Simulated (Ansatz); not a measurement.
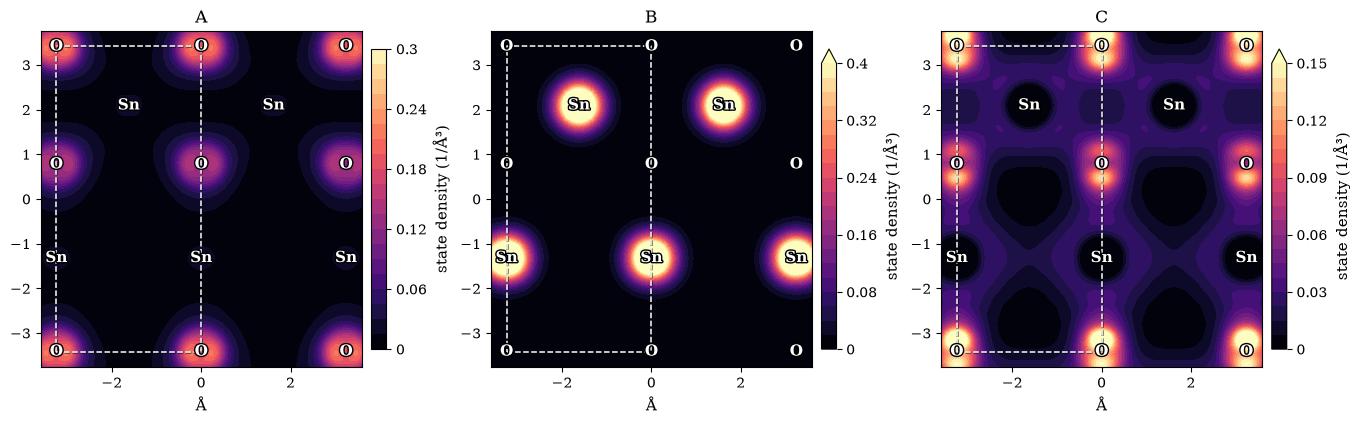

SnO$_{2}$: densities of the states in three energy windows, on the (110) plane of the conventional cell.

Space group Pnnm; the calculation finds a residual pressure of about −6 GPa at this fixed cell. This isn't the usual form at ambient conditions. The cell comes from a database of computed structures, not from a measurement.

Theory: DFT PBEsol, scalar-relativistic, plane waves, PAW (Ansatz 0.2.0).

In a PAW calculation such maps are meaningful between the atoms, not at the nuclei.

Question: Match the panels to the energy ranges (zero at the valence-band maximum): −20.9 to −19.7 eV, −7.9 to −5.3 eV and −5.3 to −2.6 eV.

Answer: Panel A: −5.3 to −2.6 eV, the middle third of the upper valence band, mainly O 2p (80 %) and Sn 5p (15 %).
Panel B: −20.9 to −19.7 eV, a separate group of bands (semicore or deep states), mainly Sn 4d (95 %).
Panel C: −7.9 to −5.3 eV, the lower third of the upper valence band, mainly O 2p (60 %) and Sn 5s (35 %).
The characters are Löwdin shares on a minimal set of atomic orbitals.
